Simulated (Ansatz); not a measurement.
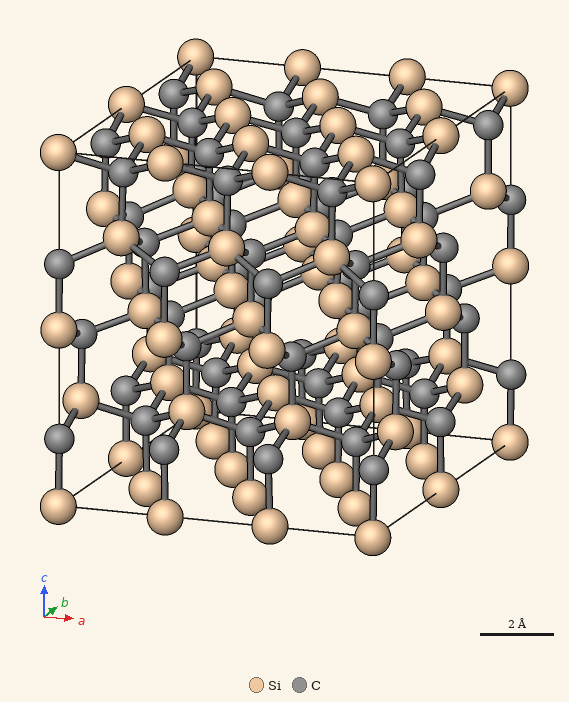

Fig. 1: The input geometry (ball-and-stick view of the cell of the calculation, seen slightly off an axis). Near neighbours in the crystal (not all of them lie inside the picture): Si has 4 C at 1.81 to 1.95 Å; Si has 3 C at 1.85 to 1.96 Å; C has 4 Si at 1.81 to 1.96 Å.

**Geometry relaxation of Si₄₈C₄₇ (charge +2) (part 1 of 3)**

Si₄₈C₄₇ (defect cell, 95 atoms in the cell, total charge +2), computed with DFT, PBEsol, PAW, plane waves (Ansatz 0.2.0).

### Input
```yaml
crystal:
  lattice:
    - [9.234204, 0.000000, 0.000000]
    - [0.000000, 10.662740, 0.000000]
    - [0.000000, 0.000000, 10.075947]
  atoms:
    - { symbol: Si, position: [0.000523, 0.996842, 0.497080] }
    - { symbol: Si, position: [0.332745, 0.002162, 0.499051] }
    - { symbol: Si, position: [0.167270, 0.249876, 0.498430] }
    - { symbol: Si, position: [0.003281, 0.500244, 0.499995] }
    - { symbol: Si, position: [0.661811, 0.998332, 0.498097] }
    - { symbol: Si, position: [0.501990, 0.245700, 0.505570], spin: 0.5 }
    - { symbol: Si, position: [0.331335, 0.500541, 0.502863], spin: 0.5 }
    - { symbol: Si, position: [0.165801, 0.749981, 0.497436] }
    - { symbol: Si, position: [0.831746, 0.248030, 0.501335] }
    - { symbol: Si, position: [0.663681, 0.502183, 0.502896], spin: 0.5 }
    - { symbol: Si, position: [0.497939, 0.751860, 0.501382] }
    - { symbol: Si, position: [0.832280, 0.749068, 0.501601] }
    - { symbol: Si, position: [0.997584, 0.164105, 0.252830] }
    - { symbol: Si, position: [0.333608, 0.165562, 0.250709] }
    - { symbol: Si, position: [0.167619, 0.413938, 0.251189] }
    - { symbol: Si, position: [0.999200, 0.665861, 0.249621] }
    - { symbol: Si, position: [0.668858, 0.168863, 0.250976] }
    - { symbol: Si, position: [0.504025, 0.420038, 0.250374], spin: 0.5 }
    - { symbol: Si, position: [0.333865, 0.665291, 0.246233] }
    - { symbol: Si, position: [0.165014, 0.919320, 0.248141] }
    - { symbol: Si, position: [0.832818, 0.414696, 0.247376] }
    - { symbol: Si, position: [0.666522, 0.664927, 0.251111] }
    - { symbol: Si, position: [0.497860, 0.918127, 0.248616] }
    - { symbol: Si, position: [0.833404, 0.914350, 0.250207] }
    - { symbol: Si, position: [0.161489, 0.082381, 0.749043] }
    - { symbol: Si, position: [0.997986, 0.335034, 0.748666] }
    - { symbol: Si, position: [0.497083, 0.080917, 0.750455] }
    - { symbol: Si, position: [0.333799, 0.334356, 0.752390] }
    - { symbol: Si, position: [0.165400, 0.580722, 0.749747] }
    - { symbol: Si, position: [0.000218, 0.834712, 0.751798] }
    - { symbol: Si, position: [0.829705, 0.084377, 0.752809] }
    - { symbol: Si, position: [0.661834, 0.334631, 0.749541] }
    - { symbol: Si, position: [0.498654, 0.582870, 0.751958] }
    - { symbol: Si, position: [0.335652, 0.833491, 0.751116] }
    - { symbol: Si, position: [0.835461, 0.584696, 0.752866] }
    - { symbol: Si, position: [0.665545, 0.832953, 0.749935] }
    - { symbol: Si, position: [0.997052, 0.000859, 0.997511] }
    - { symbol: Si, position: [0.338685, 0.996590, 0.998767] }
    - { symbol: Si, position: [0.169693, 0.251165, 0.995737] }
    - { symbol: Si, position: [0.995362, 0.500384, 0.998370] }
    - { symbol: Si, position: [0.670544, 0.999394, 0.001585] }
    - { symbol: Si, position: [0.499403, 0.251294, 0.999714] }
    - { symbol: Si, position: [0.333162, 0.501393, 0.996774] }
    - { symbol: Si, position: [0.165974, 0.748221, 0.995884] }
    - { symbol: Si, position: [0.833287, 0.254111, 0.998294] }
    - { symbol: Si, position: [0.667579, 0.500982, 0.998031] }
    - { symbol: Si, position: [0.502105, 0.751713, 0.996561] }
    - { symbol: Si, position: [0.832950, 0.750170, 0.997220] }
    - { symbol: C, position: [0.000491, 0.000525, 0.188722] }
    - { symbol: C, position: [0.333880, 0.999513, 0.187592] }
    - { symbol: C, position: [0.165214, 0.251311, 0.187023] }
    - { symbol: C, position: [0.994369, 0.498941, 0.189594] }
    - { symbol: C, position: [0.665430, 0.997982, 0.190869] }
    - { symbol: C, position: [0.499693, 0.246504, 0.185853] }
    - { symbol: C, position: [0.329719, 0.498542, 0.187411] }
    - { symbol: C, position: [0.171679, 0.750486, 0.188460] }
    - { symbol: C, position: [0.835191, 0.250472, 0.186826] }
    - { symbol: C, position: [0.669790, 0.500977, 0.186878] }
    - { symbol: C, position: [0.498228, 0.747433, 0.187938] }
    - { symbol: C, position: [0.833637, 0.750734, 0.187728] }
    - { symbol: C, position: [0.999891, 0.001232, 0.682358] }
    - { symbol: C, position: [0.335433, 0.999710, 0.690471] }
    - { symbol: C, position: [0.162628, 0.250106, 0.689433] }
    - { symbol: C, position: [0.004221, 0.498712, 0.682829] }
    - { symbol: C, position: [0.665820, 0.996489, 0.686771] }
    - { symbol: C, position: [0.501726, 0.248257, 0.688932] }
    - { symbol: C, position: [0.330316, 0.498575, 0.688980] }
    - { symbol: C, position: [0.163933, 0.750725, 0.683728] }
    - { symbol: C, position: [0.833554, 0.249449, 0.685608] }
    - { symbol: C, position: [0.667427, 0.500395, 0.689239] }
    - { symbol: C, position: [0.499027, 0.748606, 0.688726] }
    - { symbol: C, position: [0.831269, 0.747143, 0.687843] }
    - { symbol: C, position: [0.999834, 0.167993, 0.439639] }
    - { symbol: C, position: [0.331898, 0.165646, 0.434783] }
    - { symbol: C, position: [0.168335, 0.419042, 0.439046] }
    - { symbol: C, position: [0.998459, 0.666125, 0.437419] }
    - { symbol: C, position: [0.667294, 0.164396, 0.435694] }
    - { symbol: C, position: [0.337843, 0.665433, 0.437837] }
    - { symbol: C, position: [0.162248, 0.920450, 0.436399] }
    - { symbol: C, position: [0.834760, 0.413433, 0.434949] }
    - { symbol: C, position: [0.666342, 0.669384, 0.441278] }
    - { symbol: C, position: [0.499553, 0.918823, 0.437654] }
    - { symbol: C, position: [0.834238, 0.914420, 0.438560] }
    - { symbol: C, position: [0.167486, 0.083393, 0.933808] }
    - { symbol: C, position: [0.001483, 0.335730, 0.933075] }
    - { symbol: C, position: [0.498803, 0.085125, 0.938980] }
    - { symbol: C, position: [0.330787, 0.333859, 0.935517] }
    - { symbol: C, position: [0.168296, 0.585448, 0.938839] }
    - { symbol: C, position: [0.999318, 0.836625, 0.937650] }
    - { symbol: C, position: [0.832223, 0.083556, 0.936802] }
    - { symbol: C, position: [0.666496, 0.334538, 0.937614] }
    - { symbol: C, position: [0.498986, 0.583101, 0.940376] }
    - { symbol: C, position: [0.334948, 0.832401, 0.932799] }
    - { symbol: C, position: [0.828784, 0.584480, 0.938824] }
    - { symbol: C, position: [0.665183, 0.834723, 0.939689] }
  symmetry: { detect: false }
kpoints:
  mp_grid: { grid: [1, 1, 1], shift: [0.25, 0.25, 0.25] }
hamiltonian:
  xc: pbesol
total_charge: 2
magnetization:
  spin_polarized: true
scf:
  occupations: { method: fermi_dirac, width: 0.01 }
relax:
  f_tol: 0.03
  max_steps: 80
  escape_saddle: false
  adjacent_minimum: "off"
output:
  forces: true
  eigenvalues: true
  populations: true
  charged_corrections: { epsilon: 9.7 }
```

Launched with:
```bash
ansatz run in.yaml --threads 32 --pin off --max-ram 171000MiB --runs-dir r --events-out ev --progress --plain --backend cuda --devices 0,
```

### What the program printed
```
Pseudopotentials: kind: paw
Functional definition: PBEsol
  exchange = pbesol_x
  correlation = pbesol_c
Crystal: 95 atoms, lattice volume = 992.097 Å³
Basis set: ecut = 420 eV, 19405 PW (Γ), exchange–correlation on 128×144×144 points (8 copies of the dense FFT grid, shifted against one another)
Bands: 285, of which v1, the nominal top of the filled ones, is band 189 counted from 1 (188 counted from 0)
Symmetry: 1 space group operations
k-points: 1
Non-local potential: Si, projectors of the file, l = 0: 2, l = 1: 2, l = 2: 2
Non-local potential: C, projectors of the file, l = 0: 2, l = 1: 2, l = 2: 1
PAW form: soft (Blöchl's): semilocal exchange-correlation on the pseudo side does not see the compensation charge
PAW frozen core: Si, regenerated for the run's functional, and the local potential with it (the file was generated under x = pbe(κ = 0.804, μ = 0.2195149727645171), c = pbe(β = 0.06672455060314922))
PAW frozen core: C, regenerated for the run's functional, and the local potential with it (the file was generated under x = pbe(κ = 0.804, μ = 0.2195149727645171), c = pbe(β = 0.06672455060314922))
PAW one-centre angular grid: Si, 110 points (default); XC on 64 Gauss nodes
PAW one-centre angular grid: C, 110 points (default); XC on 64 Gauss nodes
Initial density: superposition of atomic densities (chi_scale 0.1, normalization cell)
Starting moments: Σ|m| = 2 μB on 4 of 95 sites
Initial wavefunctions: pseudopotential atomic-orbital guess
Functional: x = pbesol(κ = 0.804, μ = 0.12345679012345678), c = pbesol(β = 0.046)
SCF iter   1: F=—  HF=-41553.733150 eV  |F-HF|=—  |Δ(HF+E_count)|=         —  Δρ=7.52e-2 (↑7.52e-2 ↓7.50e-2)  dr2=2.85e2  dr2_m=9.01e-2  M=0.000 μB ∫|m|=0.352 μB  β_m=0.30  ethr=3.10e-3  ⟨swp⟩=6.0  Hψ=2596  notcnv=0  defer=56
preconditioner: auto → Resta (q_TF=auto, 2.323 Å⁻¹)  ε∞=4.2  [insulator: Δε(μ)=2.767 eV  Ē_g=12.740 eV  σ=0.010 eV  W_gap=1.00  n_scr=218 (ndim 8)  ℏωp=22.9 eV  f_vac=0.000  D(μ)=0.00/eV (n_scr^D=0)  ε∞_Penn≈4.2]
spin=Collinear: Resta preconditioning applied to the charge; magnetization (m = ρ↑ − ρ↓) channel mixes plain (no charge-response kernel on spin).
SCF iter   2: F=—  HF=-41492.407448 eV  |F-HF|=—  |Δ(HF+E_count)|=    6.13e1  Δρ=4.14e-2 (↑4.14e-2 ↓4.12e-2)  dr2=8.53e1  dr2_m=4.52e-2  M=0.000 μB ∫|m|=0.316 μB  β_m=0.30  ethr=3.10e-3  ⟨swp⟩=3.0  Hψ=1054  notcnv=0  defer=178
SCF iter   3: F=—  HF=-41467.893661 eV  |F-HF|=—  |Δ(HF+E_count)|=    2.45e1  Δρ=1.43e-2 (↑1.41e-2 ↓1.43e-2)  dr2=4.69e0  dr2_m=2.13e-2  M=0.000 μB ∫|m|=0.314 μB  β_m=0.30  ethr=3.10e-3  ⟨swp⟩=3.0  Hψ=1054  notcnv=0  defer=178
SCF iter   4: F=—  HF=-41466.814833 eV  |F-HF|=—  |Δ(HF+E_count)|=    1.08e0  Δρ=4.30e-3 (↑4.21e-3 ↓4.30e-3)  dr2=5.12e-1  dr2_m=1.19e-2  M=0.000 μB ∫|m|=0.250 μB  β_m=0.30  ethr=1.24e-3  ⟨swp⟩=2.5  Hψ=548  notcnv=0  defer=178
SCF iter   5: F=—  HF=-41466.777975 eV  |F-HF|=—  |Δ(HF+E_count)|=   3.69e-2  Δρ=1.46e-3 (↑1.46e-3 ↓1.33e-3)  dr2=4.79e-2  dr2_m=6.35e-3  M=0.000 μB ∫|m|=0.186 μB  β_m=0.30  ethr=1.35e-4  ⟨swp⟩=3.0  Hψ=784  notcnv=0  defer=178
SCF iter   6: F=—  HF=-41466.782319 eV  |F-HF|=—  |Δ(HF+E_count)|=   4.34e-3  Δρ=8.07e-4 (↑7.28e-4 ↓8.07e-4)  dr2=6.58e-3  dr2_m=3.56e-3  M=0.000 μB ∫|m|=0.145 μB  β_m=0.30  ethr=1.27e-5  ⟨swp⟩=3.5  Hψ=658  notcnv=0  defer=178
SCF iter   7: F=—  HF=-41466.792929 eV  |F-HF|=—  |Δ(HF+E_count)|=   1.06e-2  Δρ=5.69e-4 (↑5.25e-4 ↓5.69e-4)  dr2=1.87e-3  dr2_m=2.02e-3  M=0.000 μB ∫|m|=0.114 μB  β_m=0.30  ethr=1.74e-6  ⟨swp⟩=2.5  Hψ=914  notcnv=0  defer=178
Mixer restart at iter 7: flushing history
spin-set hold released at iteration 7 (site moments contracting): the magnetisation degrees of freedom join the quasi-Newton model from the next iteration; the mixer history was flushed
SCF iter   8: F=—  HF=-41466.794849 eV  |F-HF|=—  |Δ(HF+E_count)|=   1.92e-3  Δρ=4.21e-4 (↑4.01e-4 ↓4.21e-4)  dr2=8.62e-4  dr2_m=1.16e-3  M=0.000 μB ∫|m|=0.089 μB  β_m=0.65  ethr=4.95e-7  ⟨swp⟩=2.0  Hψ=535  notcnv=0  defer=178
SCF iter   9: F=—  HF=-41466.797648 eV  |F-HF|=—  |Δ(HF+E_count)|=   2.80e-3  Δρ=6.71e-5 (↑5.53e-5 ↓6.71e-5)  dr2=2.86e-5  dr2_m=2.93e-5  M=0.000 μB ∫|m|=0.018 μB  β_m=0.70  ethr=2.28e-7  ⟨swp⟩=2.0  Hψ=780  notcnv=0  defer=178
SCF iter  10: F=—  HF=-41466.797711 eV  |F-HF|=—  |Δ(HF+E_count)|=   6.31e-5  Δρ=2.24e-5 (↑2.24e-5 ↓2.04e-5)  dr2=2.03e-6  dr2_m=3.78e-6  M=0.000 μB ∫|m|=0.006 μB  β_m=0.85  ethr=5.95e-9  ⟨swp⟩=16.0  Hψ=3814  notcnv=0
SCF iter  11: F=-41466.797716 eV  HF=-41466.797717 eV  |F-HF|=2.42e-7  |Δ(HF+E_count)|=   5.22e-6  Δρ=4.79e-6 (↑3.47e-6 ↓4.79e-6)  dr2=4.26e-7  dr2_m=8.26e-8  M=0.000 μB ∫|m|=0.001 μB  ethr=5.38e-10  ⟨swp⟩=4.0  Hψ=1702  notcnv=0
WARN: the starting moments were not kept: the SCF closed with an absolute magnetisation of 9.8e-4 μB, where they sum to 2 μB in size (4 sites). That is at most 0.1 of that sum. Measured as dr2_m measures the in/out step, that magnetisation stands 1.4e-8 eV from none, at or under the dr2_threshold of 2.3e-5 eV: it is no larger than a step whose dr2_m would equal this threshold. The system may hold
SCF 1 converged in 11 iterations: F = -41466.797716 eV  dr2 = 4.26e-7
  greatest PAW one-centre occupation: 0.650 electrons in one spin orbital (limit 2), on the C atom at site 57 (counted from 0), in its partial waves of l = 0
relax step   1: F+E_penalty+E_count = -41466.79771628 eV  Δ(F+E_penalty+E_count) = +0.000e0 eV  max|allowed force component| = 1.859e0 eV/Å  Δτ_max = 0.0000 Å  (11 SCF iters, dr2 threshold 2.25e-5 eV, accepted)
Initial density: handed on by an earlier stage of this run
Starting moments: Σ|m| = 2 μB on 4 of 95 sites; this step starts from the density that it was given
Initial wavefunctions: those handed on with the density
iter 1 solved again at ethr=1.53e-4 eV; its pass at ethr=3.10e-3 eV (dr2=5.79e-1 eV) is discarded
SCF iter   1: F=—  HF=-41468.454812 eV  |F-HF|=—  |Δ(HF+E_count)|=         —  Δρ=3.33e-3 (↑3.33e-3 ↓3.25e-3)  dr2=5.82e-1  dr2_m=8.71e-4  M=0.000 μB ∫|m|=0.046 μB  β_m=0.30  ethr=1.53e-4  ⟨swp⟩=2.0  Hψ=1868  notcnv=0  defer=178
preconditioner: auto → Resta (q_TF=auto, 2.323 Å⁻¹)  ε∞=4.8  [insulator: Δε(μ)=1.662 eV  Ē_g=11.764 eV  σ=0.010 eV  W_gap=1.00  n_scr=218 (ndim 8)  ℏωp=22.9 eV  f_vac=0.000  D(μ)=0.00/eV (n_scr^D=0)  ε∞_Penn≈4.8]
spin=Collinear: Resta preconditioning applied to the charge; magnetization (m = ρ↑ − ρ↓) channel mixes plain (no charge-response kernel on spin).
SCF iter   2: F=—  HF=-41468.351758 eV  |F-HF|=—  |Δ(HF+E_count)|=   1.03e-1  Δρ=2.28e-3 (↑2.28e-3 ↓2.22e-3)  dr2=2.54e-1  dr2_m=4.81e-4  M=0.000 μB ∫|m|=0.036 μB  β_m=0.59  ethr=1.53e-4  ⟨swp⟩=1.0  Hψ=392  notcnv=0  defer=178
SCF iter   3: F=—  HF=-41468.269475 eV  |F-HF|=—  |Δ(HF+E_count)|=   8.23e-2  Δρ=3.70e-4 (↑3.70e-4 ↓3.59e-4)  dr2=5.17e-3  dr2_m=1.91e-5  M=0.000 μB ∫|m|=0.010 μB  β_m=0.64  ethr=6.71e-5  ⟨swp⟩=3.0  Hψ=699  notcnv=0  defer=178
SCF iter   4: F=—  HF=-41468.270449 eV  |F-HF|=—  |Δ(HF+E_count)|=   9.74e-4  Δρ=1.09e-4 (↑1.09e-4 ↓1.09e-4)  dr2=5.25e-4  dr2_m=1.86e-6  M=0.000 μB ∫|m|=0.003 μB  β_m=0.76  ethr=1.37e-6  ⟨swp⟩=2.0  Hψ=871  notcnv=0  defer=178
SCF iter   5: F=-41468.270385 eV  HF=-41468.270392 eV  |F-HF|=6.35e-6  |Δ(HF+E_count)|=   5.79e-5  Δρ=2.37e-5 (↑2.33e-5 ↓2.37e-5)  dr2=2.44e-5  dr2_m=6.64e-8  M=0.000 μB ∫|m|=0.001 μB  ethr=2.65e-8  ⟨swp⟩=12.0  Hψ=3161  notcnv=0
the starting moments were not kept: the SCF closed with an absolute magnetisation of 6.5e-4 μB, where they sum to 2 μB in size (4 sites). That is at most 0.1 of that sum. Measured as dr2_m measures the in/out step, that magnetisation stands 8.2e-9 eV from none, at or under the dr2_threshold of 1.0e-4 eV: it is no larger than a step whose dr2_m would equal this threshold.
SCF 2 converged in 5 iterations: F = -41468.270385 eV  dr2 = 2.44e-5
[... from here on the iterations of each SCF are left out, up to the last one ...]
relax step   2: F+E_penalty+E_count = -41468.27038519 eV  Δ(F+E_penalty+E_count) = -1.473e0 eV  max|allowed force component| = 9.774e-1 eV/Å  Δτ_max = 0.1080 Å  (5 SCF iters, dr2 threshold 1.00e-4 eV, accepted)
preconditioner: auto → Resta (q_TF=auto, 2.323 Å⁻¹)  ε∞=4.8  [insulator: Δε(μ)=1.828 eV  Ē_g=11.755 eV  σ=0.010 eV  W_gap=1.00  n_scr=218 (ndim 8)  ℏωp=22.9 eV  f_vac=0.000  D(μ)=0.00/eV (n_scr^D=0)  ε∞_Penn≈4.8]
spin=Collinear: Resta preconditioning applied to the charge; magnetization (m = ρ↑ − ρ↓) channel mixes plain (no charge-response kernel on spin).
the starting moments were not kept: the SCF closed with an absolute magnetisation of 3.5e-4 μB, where they sum to 2 μB in size (4 sites). That is at most 0.1 of that sum. Measured as dr2_m measures the in/out step, that magnetisation stands 4.8e-9 eV from none, at or under the dr2_threshold of 6.0e-5 eV: it is no larger than a step whose dr2_m would equal this threshold.
```
